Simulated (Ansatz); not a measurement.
# Ir8O13: what the fields show

Input

```
crystal:
  lattice:
    - [0.073798, 0.00266, 6.096673]
    - [4.508902, 4.496789, 0.054447]
    - [-4.44369, 4.431576, -0.050659]
  atoms:
    - { symbol: Ir, position: [0.0186313614, 0.9955718265, 0.0199790232] }
    - { symbol: Ir, position: [0.4684495717, 0.0431967972, 0.023961798] }
    - { symbol: Ir, position: [0.011719683, 0.4980014073, 0.5039692003] }
    - { symbol: Ir, position: [0.4775425256, 0.4953946029, 0.4735475059] }
    - { symbol: Ir, position: [0.2940782459, 0.4671452592, 0.051661671] }
    - { symbol: Ir, position: [0.7507776335, 0.504622167, 0.9994146904] }
    - { symbol: Ir, position: [0.2431045267, 0.0002012085, 0.4207645454] }
    - { symbol: Ir, position: [0.7437015475, 0.9990262439, 0.5073404783] }
    - { symbol: O, position: [0.0174021658, 0.3035431278, 0.0240831123] }
    - { symbol: O, position: [0.0044362237, 0.8056786934, 0.4860648827] }
    - { symbol: O, position: [0.489386518, 0.8039307119, 0.4697867255] }
    - { symbol: O, position: [0.7497067241, 0.497335983, 0.3040017543] }
    - { symbol: O, position: [0.2452118976, 0.0070861692, 0.8154925648] }
    - { symbol: O, position: [0.7398084521, 0.0104026729, 0.8219121355] }
    - { symbol: O, position: [0.0270562832, 0.6856173047, 0.0281349894] }
    - { symbol: O, position: [0.5004725699, 0.6875171541, 0.0056543384] }
    - { symbol: O, position: [0.9987267093, 0.1934581933, 0.4909133552] }
    - { symbol: O, position: [0.4840682242, 0.1903319942, 0.4844377869] }
    - { symbol: O, position: [0.2580757164, 0.4967396684, 0.6932890569] }
    - { symbol: O, position: [0.7429993911, 0.4954820859, 0.6908535367] }
    - { symbol: O, position: [0.7432921893, 0.0133716461, 0.2001423261] }
basis:
  ecutwfc: 420
kpoints:
  mp_grid: { grid: [5, 5, 5] }
hamiltonian:
  xc: pbe
scf:
  occupations: { method: gaussian, width: 0.1 }
  n_extra_bands: 10
output:
  forces: true
  stress: true
  eigenvalues: true
  populations: true
  dos:
    method: { smearing: { sigma: 0.1, scheme: gaussian } }
    projected: true
    de: 0.02
  write_density: true
  write_potential: true
  elf: true
  volumetric_format: npy
```

Launched as:

```sh
ansatz run input.yaml --threads 4 --pin off --max-ram 9216MiB --backend cpu --events-out ev --progress --plain --runs-dir out
```

Below, planes, directions and counts refer to the conventional cell (a = 6.10 Å, b = 6.28 Å, c = 6.37 Å, α = 89.84°, β = 89.00°, γ = 89.06°).

Space group P1; a generated structure, not necessarily the stable one; not relaxed (largest force 0.4 eV/Å); computed without spin polarisation.

Computed with Ansatz 0.2.0, DFT PBE, scalar-relativistic, plane waves, PAW.

In a PAW calculation such maps are meaningful between the atoms, not at the nuclei.

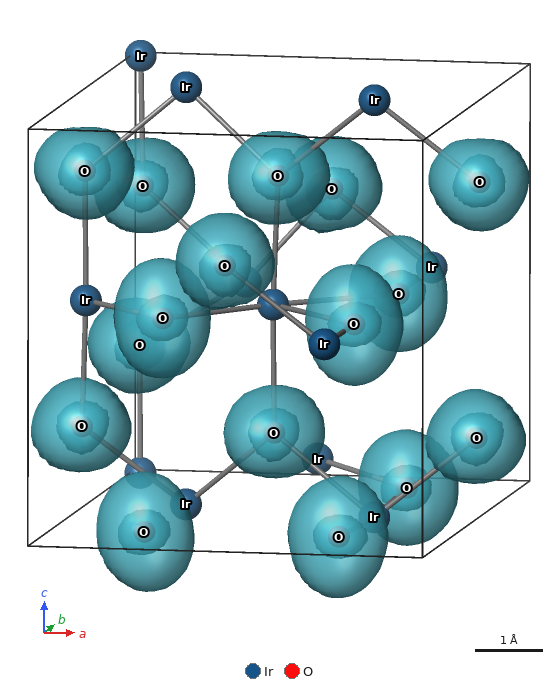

Figure 1. Isosurface of the electron localisation function at 0.7 (cyan), seen slightly off an axis. Core shells and regions of very low density are left out. Sticks mark near contacts.

**Identify the bonds, lone pairs and shells in this picture.**

The surface consists of 13 regions wrapped around O (the valence shell of each), counted in one cell of 21 atoms. Any copies at cell faces, edges or corners count once. Along the contacts the grid gives the following. Ir–O (1.89 Å): the ELF peaks at about 0.80 in the valence shell of O, 0.6 Å from its nucleus, and is about 0.25 at the midpoint (no shared electron pair shows on this line). Ir–O (1.93 Å): the ELF peaks at about 0.85 in the valence shell of O, 0.6 Å from its nucleus, and is about 0.20 at the midpoint; no shared electron pair shows on this line.

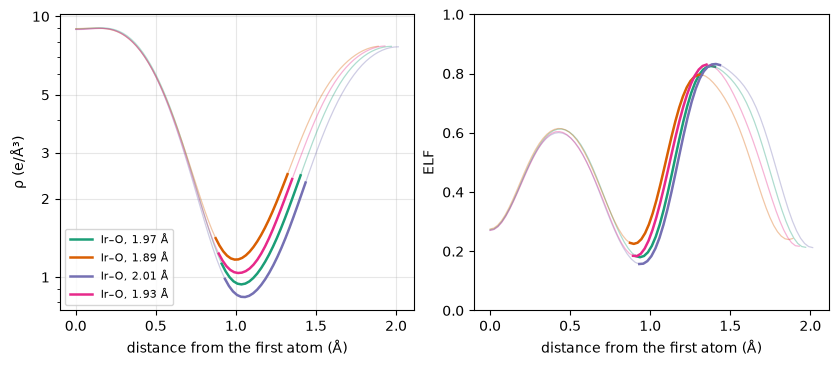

Figure 2. Valence pseudo-density and electron localisation function along straight lines between neighbouring atoms. Thin, pale parts lie inside the atomic spheres.

**Compare the contacts.**

Ir–O (1.97 Å): the density is about 0.96 e/Å³ at the midpoint; the ELF peaks at about 0.85 in the valence shell of O, 0.6 Å from its nucleus, and is about 0.20 at the midpoint (no localised pair shows between them).
Ir–O (1.89 Å): the density is about 1.2 e/Å³ at the midpoint; the ELF peaks at about 0.80 in the valence shell of O, 0.6 Å from its nucleus, and is about 0.25 at the midpoint: no shared electron pair shows on this line.
Ir–O (2.01 Å): ρ is about 0.85 e/Å³ halfway; the ELF peaks at about 0.85 in the valence shell of O, 0.6 Å from its nucleus, and is about 0.20 at the midpoint: no shared electron pair shows on this line.
Ir–O (1.93 Å): ρ at the midpoint is about 1.1 e/Å³; the ELF peaks at about 0.85 in the valence shell of O, 0.6 Å from its nucleus, and is about 0.20 at the midpoint: no localised pair shows between them.

**Does the calculation give a band gap?**

It is metallic or semimetallic at this level of theory: no gap opens; semilocal functionals without U, or without the true magnetic order, often close the gap of such compounds.
